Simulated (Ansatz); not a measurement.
```cif
data_structure
_symmetry_space_group_name_H-M 'P 1'
_symmetry_Int_Tables_number 1
_cell_length_a 5.3650
_cell_length_b 3.7936
_cell_length_c 21.2401
_cell_angle_alpha 90.000
_cell_angle_beta 90.000
_cell_angle_gamma 90.000
_cell_volume 432.30
loop_
_atom_site_label
_atom_site_type_symbol
_atom_site_fract_x
_atom_site_fract_y
_atom_site_fract_z
_atom_site_occupancy
Rh1 Rh 0.25000 0.50000 0.18832 1
Rh2 Rh 0.75000 0.50000 0.18832 1
Rh3 Rh 0.00000 0.00000 0.25147 1
Rh4 Rh 0.50000 0.00000 0.25147 1
Rh5 Rh 0.25000 0.50000 0.31535 1
Rh6 Rh 0.75000 0.50000 0.31535 1
Rh7 Rh 0.00000 0.00000 0.37383 1
Rh8 Rh 0.50000 0.00000 0.37383 1
H1 H 0.00000 0.25000 0.52919 1
```

A point of a scan over the structure, not its minimum; not relaxed (largest force 0.7 eV/Å); computed without spin polarisation; PAW files of the earlier set (soft_1).

All numbers below come from DFT PBE+D3(BJ), scalar-relativistic, plane waves, PAW in Ansatz 0.2.0.

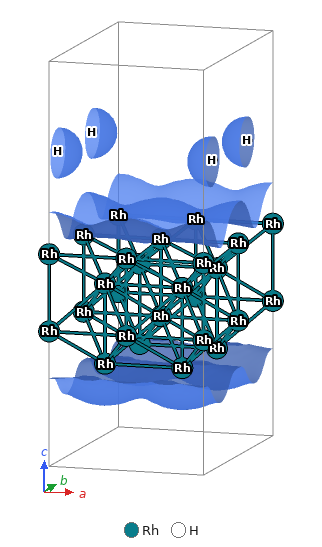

HRh8 (slab). Isosurface of the valence charge density (pseudo) at 0.1 e/Å³ (blue), seen slightly off an axis. Sticks mark near contacts.

What does this surface tell about the bonding?

At this value the density is joined into sheets; it holds about 100 % of the electrons treated as valence (semicore included). It bridges the sampled Rh–Rh (2.60 Å) and Rh–Rh (2.68 Å) contacts, where the density stays above the isovalue. It is pinched off along the sampled Rh–H (3.43 Å) contacts. On the grid the lowest density along these lines, outside the cores, is 0.45 e/Å³ (Rh–Rh, 2.60 Å), 0.04 e/Å³ (Rh–H, 3.43 Å) and 0.35 e/Å³ (Rh–Rh, 2.68 Å).

Does the calculation give a band gap?

It is metallic or semimetallic at this level of theory: no gap opens.
